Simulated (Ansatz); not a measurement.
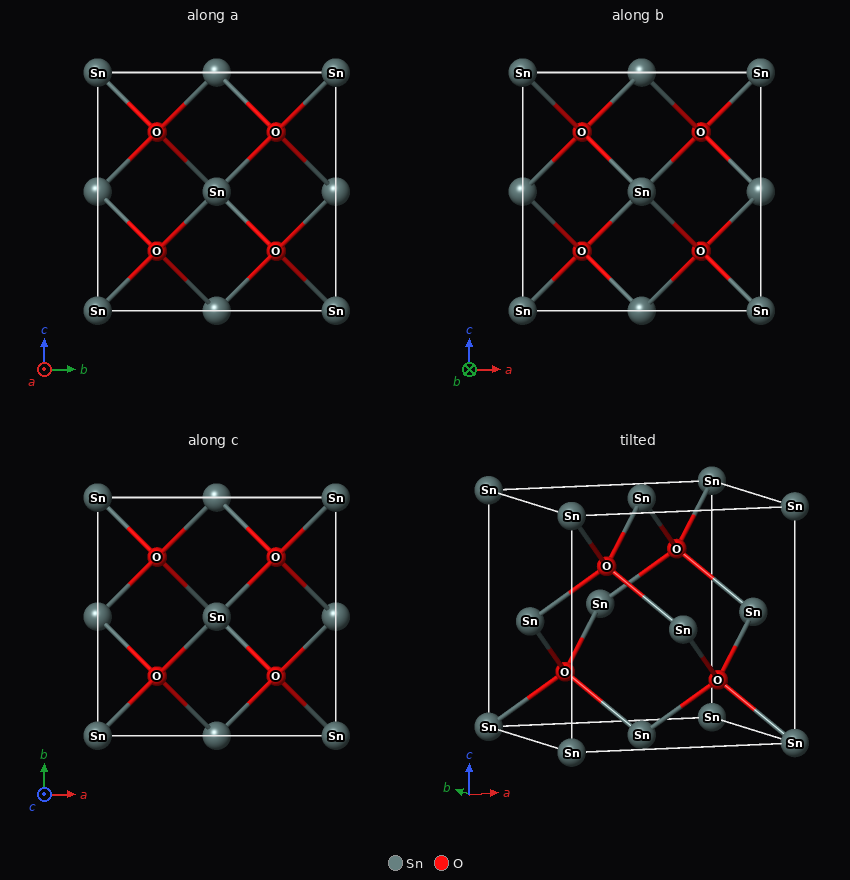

Shown here is a ball-and-stick view of the crystal, taken along the a axis, along the b axis, along the c axis and slightly off an axis. The box is the conventional unit cell; atoms on or close to its faces, edges and corners are drawn wherever they repeat.

Lattice parameters: a = 5.4237 Å, b = 5.4237 Å, c = 5.4237 Å, α = 90.000°, β = 90.000°, γ = 90.000°.

### Set out the cell and atoms as a CIF in P1 with every atom of the cell.

```cif
data_structure
_symmetry_space_group_name_H-M 'P 1'
_symmetry_Int_Tables_number 1
_cell_length_a 5.4237
_cell_length_b 5.4237
_cell_length_c 5.4237
_cell_angle_alpha 90.000
_cell_angle_beta 90.000
_cell_angle_gamma 90.000
_cell_volume 159.54
loop_
_atom_site_label
_atom_site_type_symbol
_atom_site_fract_x
_atom_site_fract_y
_atom_site_fract_z
_atom_site_occupancy
Sn1 Sn 0.0000 0.0000 0.0000 1
O1 O 0.2500 0.2500 0.7500 1
Sn2 Sn 0.0000 0.5000 0.5000 1
O2 O 0.2500 0.7500 0.2500 1
Sn3 Sn 0.5000 0.0000 0.5000 1
O3 O 0.7500 0.2500 0.2500 1
Sn4 Sn 0.5000 0.5000 0.0000 1
O4 O 0.7500 0.7500 0.7500 1
```

Provenance: a structure type filled with these elements by a generator (whether the compound takes this form wasn't checked). The geometry is the end of a relaxation with DFT, HSE06, plane waves, PAW in Ansatz.
